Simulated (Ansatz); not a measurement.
System: BAs.

```cif
data_structure
_symmetry_space_group_name_H-M 'P 1'
_symmetry_Int_Tables_number 1
_cell_length_a 4.7216
_cell_length_b 4.7216
_cell_length_c 4.7216
_cell_angle_alpha 90.000
_cell_angle_beta 90.000
_cell_angle_gamma 90.000
_cell_volume 105.26
loop_
_atom_site_label
_atom_site_type_symbol
_atom_site_fract_x
_atom_site_fract_y
_atom_site_fract_z
_atom_site_occupancy
B1 B 0.50000 0.50000 0.00000 1
B2 B 0.00000 0.50000 0.50000 1
B3 B 0.00000 0.00000 0.00000 1
B4 B 0.50000 0.00000 0.50000 1
As1 As 0.75000 0.75000 0.25000 1
As2 As 0.25000 0.75000 0.75000 1
As3 As 0.25000 0.25000 0.25000 1
As4 As 0.75000 0.25000 0.75000 1
```

Space group F-43m.

These are results of DFT LDA, scalar-relativistic, plane waves, PAW in Ansatz, not measurements.

Predict the valence pseudo-density and electron localisation function between the atoms.

B–As (2.04 Å): ρ is about 0.81 e/Å³ halfway; the ELF peaks at about 0.90 between the atoms; a shared electron pair.

Metal or insulator at this level of theory?

It is gapped, with a Kohn–Sham gap of 1.1 eV on the k-point mesh, an upper bound to the gap of this method.

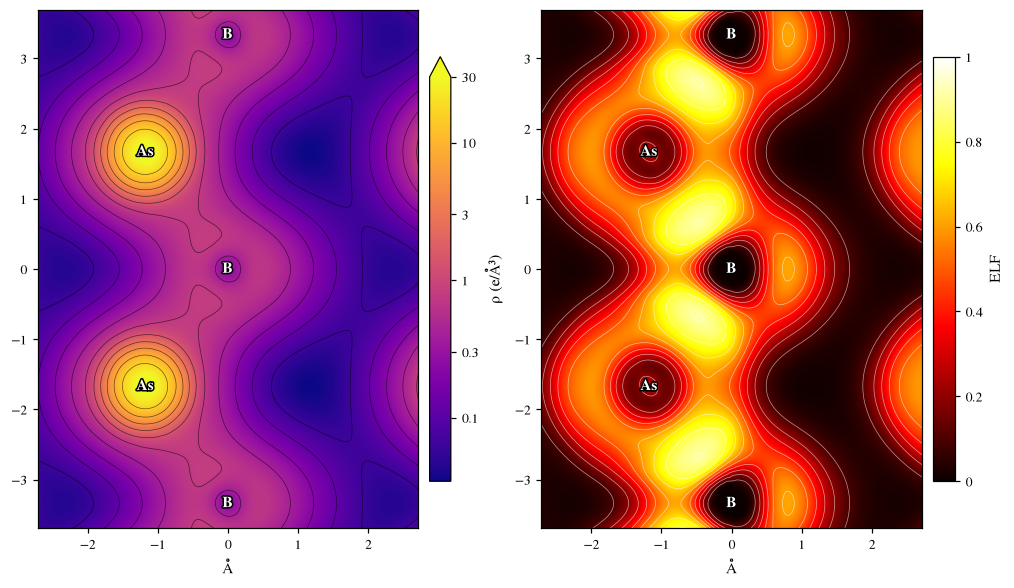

Computed valence pseudo-density and electron localisation function on the (011) plane of the conventional cell, in this order. 
